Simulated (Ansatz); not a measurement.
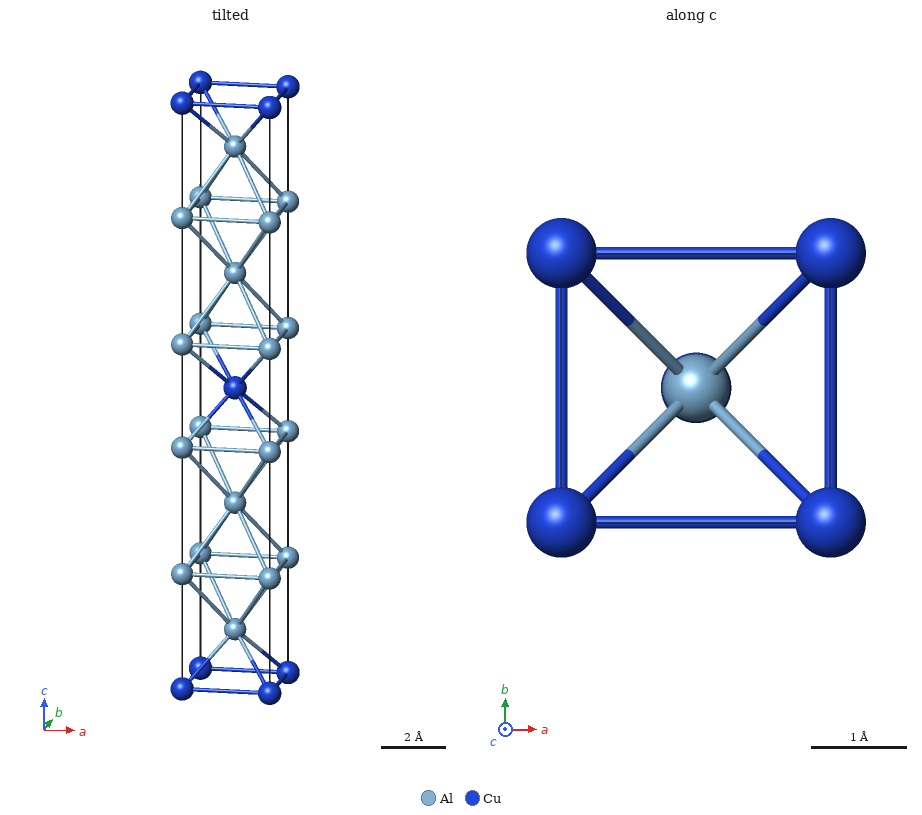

Ball-and-stick representation of a periodic structure, projected slightly off an axis and along the c axis. One conventional unit cell is framed, with atoms on its boundary repeated. Cell: a = 2.83 Å, b = 2.83 Å, c = 19.11 Å, α = 90.00°, β = 90.00°, γ = 90.00°.

The starting point was a structure type filled with these elements by a generator (whether the compound takes this form wasn't checked). Earlier steps of the study may have refined or changed the cell and positions. It went into a calculation with Ansatz.

Q: Explain the picture.

A: The structure is one of Al4Cu. It belongs to space group I4/mmm (No. 139) and has a body-centred tetragonal lattice. Cell content 8 Al, 2 Cu; Z = 2. Each Cu is bonded to eight Al and four Cu in a distorted cuboctahedral arrangement (about 2.6 Å to Al, 2.8 Å to Cu). Al takes two kinds of site: 4e with eight Al and four Cu in a distorted cuboctahedral arrangement (about 2.9 Å to Al, 2.6 Å to Cu); 4e with twelve Al in a cuboctahedral arrangement at about 2.8 Å. The bonds build a three-dimensional framework.

Setup: DFT PBE, scalar-relativistic, plane waves, PAW (Ansatz); an energy cutoff of 420 eV, k-points about 0.17 Å⁻¹ apart, Gaussian smearing of 0.1 eV, no spin polarisation.

Q: Metal or not?

A: A metal: bands cross the Fermi level.

Q: Predict the Bader charges.

A: Al +0.01 to +0.54 e; Cu -1.11 e.

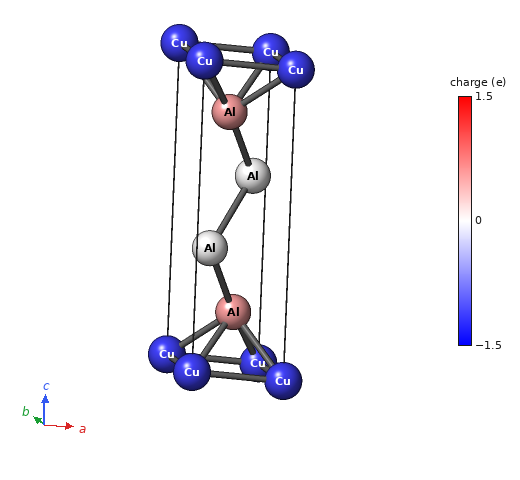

The atoms coloured by those charges. The run's cell of 5 atoms is drawn in a reduced setting, so axes and origin can differ from the first picture.

Q: Is this an equilibrium geometry for the method given?

A: Yes. The largest force is 0.01 eV/Å. The pressure is 0.0 GPa, close to zero.
